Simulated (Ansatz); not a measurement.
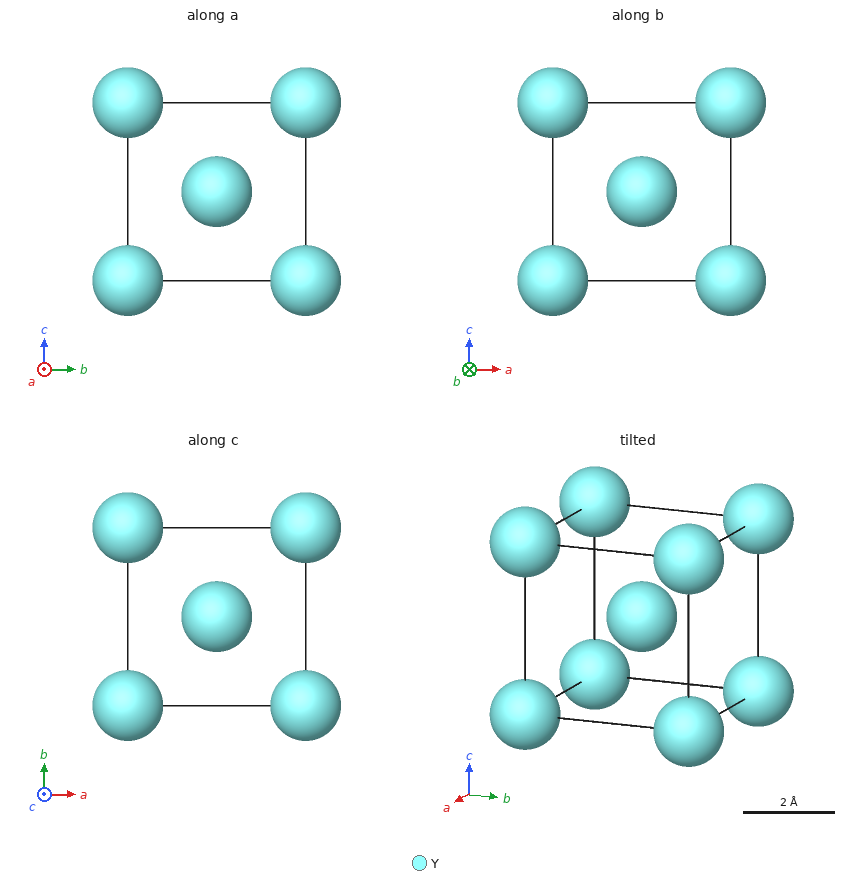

We look at a spheres-only model of the crystal along the a axis, along the b axis, along the c axis and slightly off an axis. Lines trace the edges of the conventional unit cell.

Lattice parameters: a = 3.9287 Å, b = 3.9287 Å, c = 3.9287 Å, α = 90.000°, β = 90.000°, γ = 90.000°.

**Transcribe the picture into a CIF with its space group and independent sites.**

```cif
data_structure
_symmetry_space_group_name_H-M 'I m -3 m'
_symmetry_Int_Tables_number 229
_cell_length_a 3.9287
_cell_length_b 3.9287
_cell_length_c 3.9287
_cell_angle_alpha 90.000
_cell_angle_beta 90.000
_cell_angle_gamma 90.000
_cell_volume 60.64
loop_
_atom_site_label
_atom_site_type_symbol
_atom_site_symmetry_multiplicity
_atom_site_Wyckoff_symbol
_atom_site_fract_x
_atom_site_fract_y
_atom_site_fract_z
_atom_site_occupancy
Y1 Y 2 a 0.0000 0.0000 0.0000 1
```

The initial geometry was a structure type filled with this element by a generator (whether the element takes this form wasn't checked). Earlier steps of the study may have refined or changed the cell and positions. A calculation with Ansatz used it as input.

At this level of theory the cell isn't at rest (compressed, at 6 GPa), so its distances can differ from those at equilibrium, the more so the softer the solid.
